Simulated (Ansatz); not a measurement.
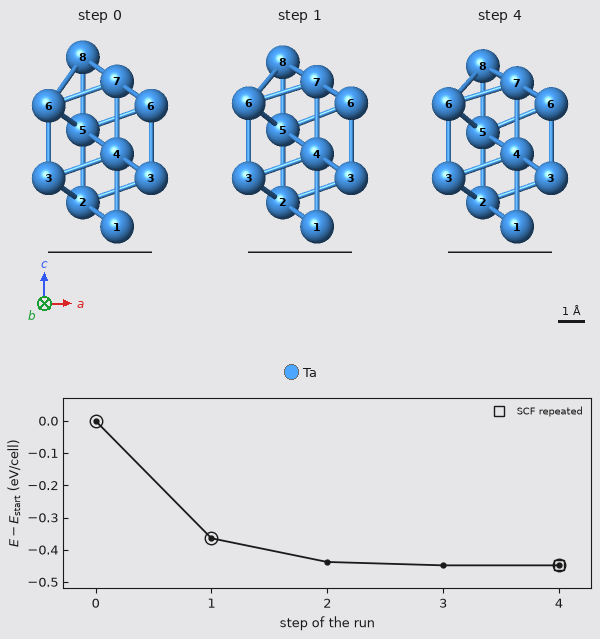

Frames of a constrained relaxation of a slab of composition Ta (cut from the Im-3m phase), marked on the history of the run. A ball-and-stick model of the 1 × 2 repeat of the cell, outlined in the plane, without the vacuum, seen along the b axis.

Case: clean slab, lower half held. The slab is the (1 1 1) face of Ta. 4 atoms are held fixed.

The calculation used DFT PBEsol, scalar-relativistic, plane waves, PAW in Ansatz 0.2.0.

Input
```yaml
crystal:
  lattice:
    - [4.6393552034, 0.0, 0.0]
    - [-2.3196776017, 4.0177994633, 0.0]
    - [0.0, 0.0, 23.6290309072]
  atoms:
    - { symbol: Ta, position: [0.6666666667, 0.3333333333, 0.359726983] }
    - { symbol: Ta, position: [0.3333333333, 0.6666666667, 0.3998049879] }
    - { symbol: Ta, position: [0.0, 0.0, 0.4398829927] }
    - { symbol: Ta, position: [0.6666666667, 0.3333333333, 0.4799609976] }
    - { symbol: Ta, position: [0.3333333333, 0.6666666667, 0.5200390024] }
    - { symbol: Ta, position: [0.0, 0.0, 0.5601170073] }
    - { symbol: Ta, position: [0.6666666667, 0.3333333333, 0.6001950121] }
    - { symbol: Ta, position: [0.3333333333, 0.6666666667, 0.640273017] }
basis:
  ecutwfc: 420
kpoints:
  mp_grid: { grid: [6, 6, 1] }
hamiltonian:
  xc: pbesol
scf:
  occupations: { method: gaussian, width: 0.1 }
output:
  forces: true
  eigenvalues: true
relax:
  adjacent_minimum: "off"
  f_tol: 0.03
  max_steps: 70
  constraints: [{ sites: [0, 1, 2, 3] }]
efield:
  axis: 3
  dipole_correction: true
  ramp_width: 0.04
```

Run as
```bash
ansatz run input.yaml --threads 4 --pin off --max-ram 10240MiB --backend cpu --events-out ev --progress --plain --runs-dir out
```

Question: What happens along the run?

Answer: Over 3 accepted moves (4 points after the start) the energy falls by 0.448 eV per cell of the calculation. Largest force component: 2.2 eV/Å at the start, 0.023 eV/Å at the end. 1 step only repeated the SCF at the same geometry. The largest move is that of Ta8, 0.34 Å along the normal (−c). The cell doesn't change. Among the contacts that change: Ta5–Ta8 2.841 → 2.601 Å, Ta6–Ta8 3.281 → 3.064 Å, Ta2–Ta5 2.841 → 2.738 Å, Ta7–Ta8 2.841 → 2.760 Å. Cost: 13 s on 4 threads of Intel(R) Xeon(R) 6975P-C (Granite Rapids), on a shared host, peak memory 0.95 GiB. From step 0 to 1: Ta8 moves most (0.19 Å), energy −0.364 eV per cell of the calculation. From step 1 to 4: Ta8 moves most (0.15 Å), energy −84.0 meV per cell of the calculation.
